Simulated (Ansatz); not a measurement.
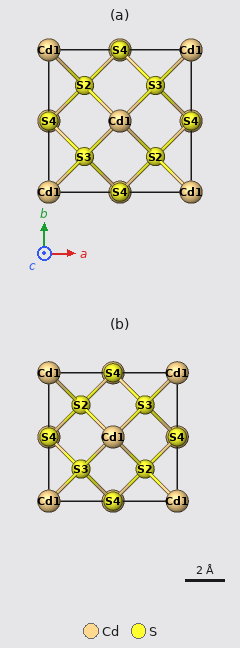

The structure of crystalline CdS3 (a generated structure, set up in Fm-3m) (coarse preliminary run) before (top) and after (bottom) a relaxation, at one scale.

A ball-and-stick model of the conventional cell (4 times the calculation's cell), seen along the c axis. Lengths and directions refer to the drawn axes.

All numbers below come from DFT PBE, scalar-relativistic, plane waves, PAW (Ansatz 0.2.0). Settings: plane-wave cutoff 420 eV; k-point mesh 4 × 4 × 4; occupations gaussian; smearing width 0.1 eV; no spin polarisation; cell and atoms relaxed; force threshold 0.04 eV/Å; at most 70 steps.

Q: Summarise the run.

A: The energy falls by 273 meV per atom in 2 accepted moves (3 points after the start). All forces vanish by symmetry, so only the cell relaxes. Pressure: −10.14 GPa at the start and 0.10 GPa at the end. The SCF was repeated once at an unchanged geometry on a basis and grid sized afresh for the cell, which shifted the energy by 0.7 meV per atom at most. The atoms keep their places relative to the cell (all moves are under 0.005 Å). Cell: a = b = c 7.307 → 6.595 Å (−9.7 %). Volume −26.5 %. Some distances before and after: S2–S4 3.164 → 2.856 Å, Cd1–S2 3.164 → 2.856 Å. The space group stays Fm-3m (No. 225). The run took 10 s on 1 thread of Arm Neoverse N1, with other jobs on the host, peak memory 0.33 GiB.
